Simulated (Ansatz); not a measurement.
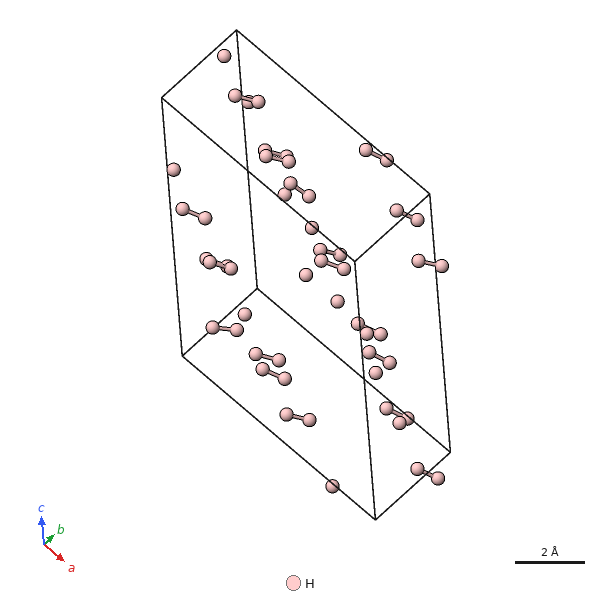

The image is a ball-and-stick drawing of a crystal, viewed slightly off an axis. Lines trace the edges of the supercell. The host is H, in a cell of 32 sites, and the cell is neutral.

How does this supercell depart from the perfect host?

Answer. An interstitial hydrogen atom. It is bonded to no bonds drawn.

Theory: DFT PBE, scalar-relativistic, plane waves, PAW (Ansatz 0.2.0). Numerical settings: plane waves up to 420 eV, 2×2×2 k-points, Gaussian smearing of 0.01 eV, collinear spins.

Is the defect magnetic?

Answer. Yes, 1.0 μB in the cell.

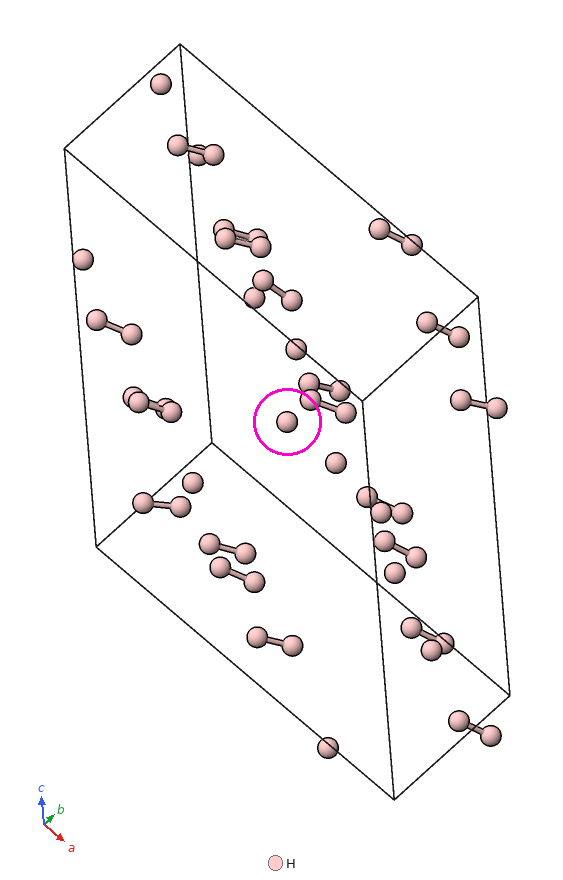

The same cell with a ring at the defect's site.

The atoms were relaxed in the host's cell with DFT PBE, scalar-relativistic, plane waves, PAW (Ansatz).
